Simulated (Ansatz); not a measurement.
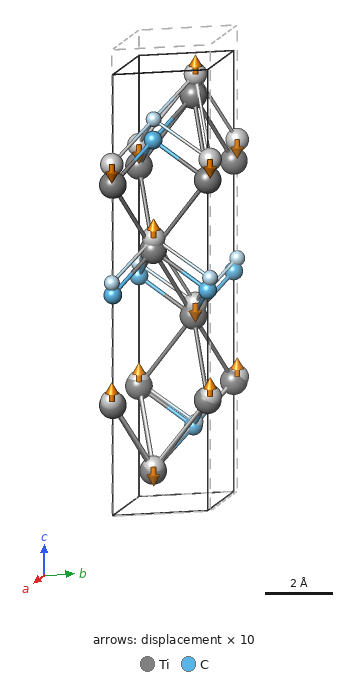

A crystal of Ti$_{2}$C (set up in R-3m), drawn pale, and a changed version of it, drawn solid. The orange arrows show how the atoms are displaced (without the part that the change of the cell carries along), magnified 10 times. A ball-and-stick model of the conventional cell (3 times the calculation's cell), seen slightly off an axis. Lengths and directions refer to the drawn axes.

The calculation used DFT PBEsol, scalar-relativistic, plane waves, PAW (Ansatz 0.2.0). Settings: plane-wave cutoff 420 eV; k-point mesh 18 × 18 × 18; occupations gaussian; smearing width 0.1 eV; no spin polarisation.

Q: What was done to the structure, and with what result?

A: The volume is changed by −12.0 %. The cell's shape and the atoms are relaxed at that volume. The drawn cell changes as follows: a = b 3.053 → 2.945 Å (−3.5 %), c 14.318 → 13.538 Å (−5.5 %); the volume changes by −12.0 %. The largest moves relative to the cell, 0.060 Å, are those of Ti atoms. C stays in place. Among the bonded contacts that change: Ti–Ti 3.064 → 2.819 Å, C–Ti 2.095 → 2.043 Å, Ti–Ti 2.871 → 2.831 Å. The space group stays R-3m (No. 166). Energy change: +104 meV per atom. Pressure: 0.0 GPa before, 24.5 GPa after. It is metallic before and after.

Limits of the set-up: layers or molecules are held without a dispersion correction, so their spacing is unreliable.
